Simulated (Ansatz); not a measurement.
System: GaSb.

Input

```
crystal:
  lattice:
    - [0.0, 2.8731179487, 2.8731179487]
    - [2.8731179487, 0.0, 2.8731179487]
    - [2.8731179487, 2.8731179487, 0.0]
  atoms:
    - { symbol: Ga, position: [0.0, 0.0, 0.0] }
    - { symbol: Sb, position: [0.5, 0.5, 0.5] }
kpoints:
  mp_grid: { grid: [4, 4, 4] }
hamiltonian:
  xc: hse06
scf:
  occupations: { method: fermi_dirac, width: 0.02 }
  n_extra_bands: 4
output:
  forces: true
  stress: true
  eigenvalues: true
  write_density: true
  write_potential: true
  elf: true
  volumetric_format: npy
```

Launched as:

```sh
ansatz run input.yaml --threads 4 --pin off --max-ram 3686MiB --backend cpu --events-out ev --progress --plain --runs-dir out
```

Below, planes, directions and counts refer to the conventional cell (a = 5.75 Å, b = 5.75 Å, c = 5.75 Å, α = 90.00°, β = 90.00°, γ = 90.00°).

Space group Fm-3m; started from the rocksalt prototype, which need not be the ambient phase.

These are results of DFT, HSE06, plane waves, PAW (Ansatz 0.2.0), not measurements.

> What can the converged valence pseudo-density and electron localisation function tell about the bonding?

Ga–Sb (2.87 Å): ρ at the midpoint is about 0.27 e/Å³; the ELF reaches about 0.55 near the midpoint.

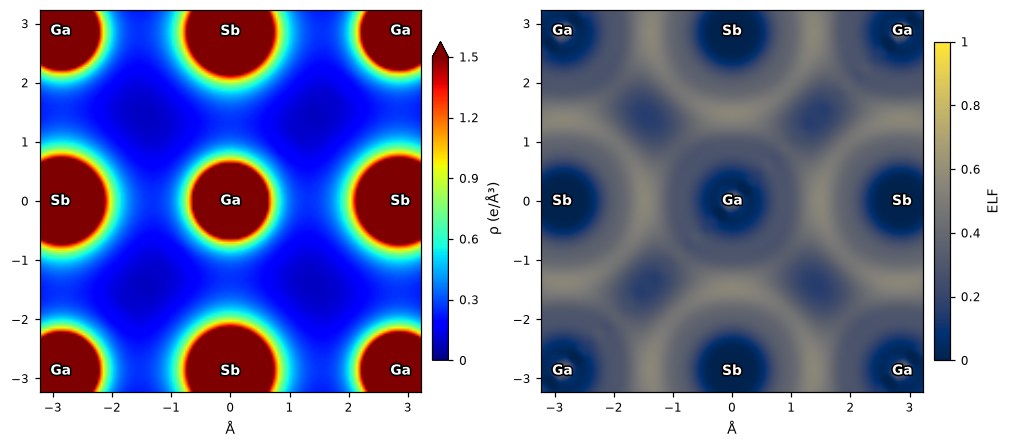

Computed valence pseudo-density and electron localisation function on the (100) plane of the conventional cell, in this order. 

The density is the valence pseudo-density of a PAW calculation; it isn't the true density close to the nuclei.
